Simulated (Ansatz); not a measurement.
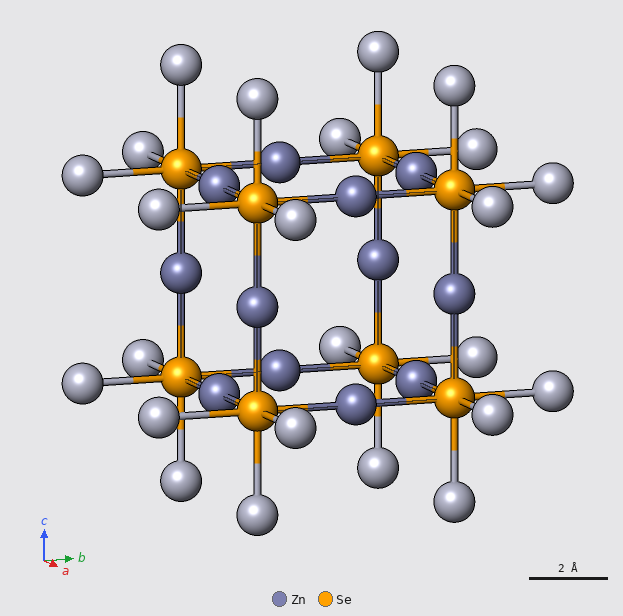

An orthographic ball-and-stick view of the structure, slightly off an axis. The frame is the conventional unit cell; atoms at its boundary are shown with their periodic copies. Atoms just outside the outline that bond to atoms inside are added, in fainter colours. Cell: a = 5.42 Å, b = 5.42 Å, c = 5.42 Å, α = 90.00°, β = 90.00°, γ = 90.00°.

Starting structure: a random cell made by a generator, so it need not be a real form of the compound. Earlier steps of the study, as a rule a relaxation of our own, may have changed the cell and positions, so they can lie some per cent off the listed ones. Ansatz was used for an electronic-structure calculation on it.

Q: Describe the crystal.

A: Formula: Zn$_{3}$Se. It belongs to space group Pm-3m (No. 221) and has a primitive cubic lattice. This arrangement goes by the name ReO₃ type. The cell has 4 atoms, namely 3 Zn, 1 Se. The coordination shell of Zn holds two Se in a linear arrangement at about 2.7 Å. Se is coordinated by six Zn in an octahedral arrangement at about 2.7 Å. The bonds build a three-dimensional framework.

The calculation used DFT PBE, scalar-relativistic, plane waves, PAW in Ansatz, with a kinetic-energy cutoff of 420 eV, Brillouin-zone sampling on an 8×8×8 mesh, Gaussian smearing of 0.1 eV, no spin polarisation.

Q: Does it come out as a metal, or with a gap?

A: A metal: bands cross the Fermi level.

Q: How are the electrons shared out in a Bader analysis?

A: Zn +0.20 e; Se -0.61 e.

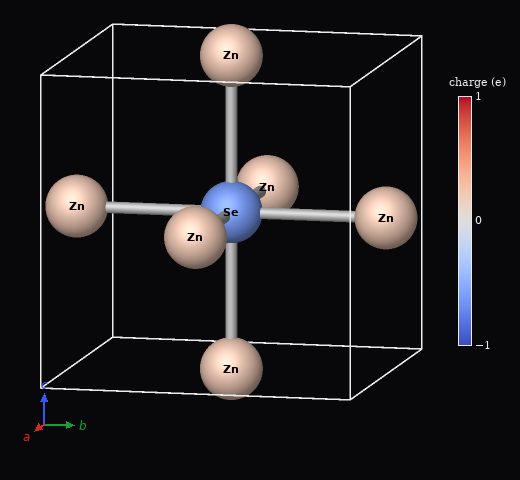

The atoms coloured by those charges. The run's cell of 4 atoms is drawn, so axes and origin can differ from the first picture.

Q: Does the calculation find this structure at rest?

A: Yes. All forces vanish to within 0.01 eV/Å. The pressure is 0.0 GPa, close to zero.
